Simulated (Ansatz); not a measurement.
**BN: density, localisation and related maps**

Input file:

```
crystal:
  lattice:
    - [2.511619352, 0.0, 0.0]
    - [0.0, 4.3502523269, 0.0]
    - [0.0, 0.0, 8.4203711562]
  atoms:
    - { symbol: B, position: [0.0, 0.3333333333, 0.2373639774] }
    - { symbol: B, position: [0.5, 0.8333333333, 0.2626360226] }
    - { symbol: B, position: [0.5, 0.1666666667, 0.7373639774] }
    - { symbol: B, position: [1.0, 0.6666666667, 0.7626360226] }
    - { symbol: "N", position: [0.0, 0.3333333333, 0.7532601486] }
    - { symbol: "N", position: [0.5, 0.8333333333, 0.7467398514] }
    - { symbol: "N", position: [0.5, 0.1666666667, 0.2532601486] }
    - { symbol: "N", position: [1.0, 0.6666666667, 0.2467398514] }
basis:
  ecutwfc: 520.0
kpoints:
  mp_grid: { grid: [10, 6, 4] }
hamiltonian:
  xc: pbe
  pseudopotentials: { kind: paw, azcp: { folder: soft_1 } }
scf:
  occupations: { method: gaussian, width: 0.05 }
output:
  forces: true
  stress: true
  eigenvalues: true
  write_density: true
  write_potential: true
  elf: true
  volumetric_format: npy
```

Launched as:

```sh
ansatz run input.yaml --threads 2 --pin off --max-ram 4096MiB --backend cpu --events-out ev --progress --plain --runs-dir out
```

Below, planes, directions and counts refer to the conventional cell (a = 4.35 Å, b = 8.42 Å, c = 2.51 Å, α = 90.00°, β = 90.00°, γ = 90.00°).

Space group Pnnm; a point of a scan over the structure, not its minimum; not relaxed (largest force 1.7 eV/Å); PAW files of the earlier set (soft_1).

Level of theory: DFT PBE, scalar-relativistic, plane waves, PAW in Ansatz 0.2.0.

In a PAW calculation such maps are meaningful between the atoms, not at the nuclei.

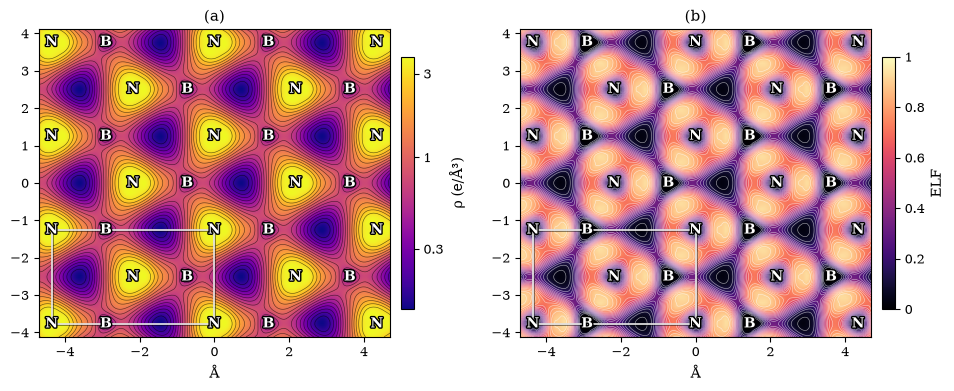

Figure 1. (a) valence electron density; (b) ELF on the (010) plane of the conventional cell.

Q: What does the map show?

A: The section cuts through B and N sites.
B–N (1.46 Å): the density is about 1.8 e/Å³ at the midpoint; the ELF peaks at about 0.95 between the atoms, as expected for a polar covalent bond.
Between the atoms the lowest density in this plane is 0.14 e/Å³.

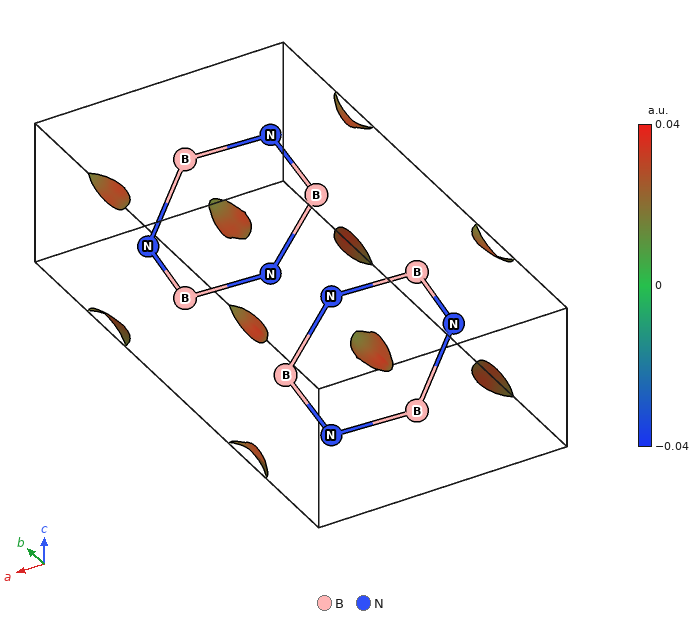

Figure 2. Non-covalent interaction (NCI) plot: the surface where the reduced density gradient is 0.5, for densities under 0.05 a.u., coloured by sign(λ₂)ρ; seen at an oblique angle.

Q: What holds or crowds the atoms apart from the covalent bonds?

A: Inside the ring or cage of B and N: steric crowding (red) (×4).

Q: Metal or insulator at this level of theory?

A: It is gapped, with a Kohn–Sham gap of 3.4 eV on the k-point mesh (the band edges may lie off the mesh, which would make the gap smaller).
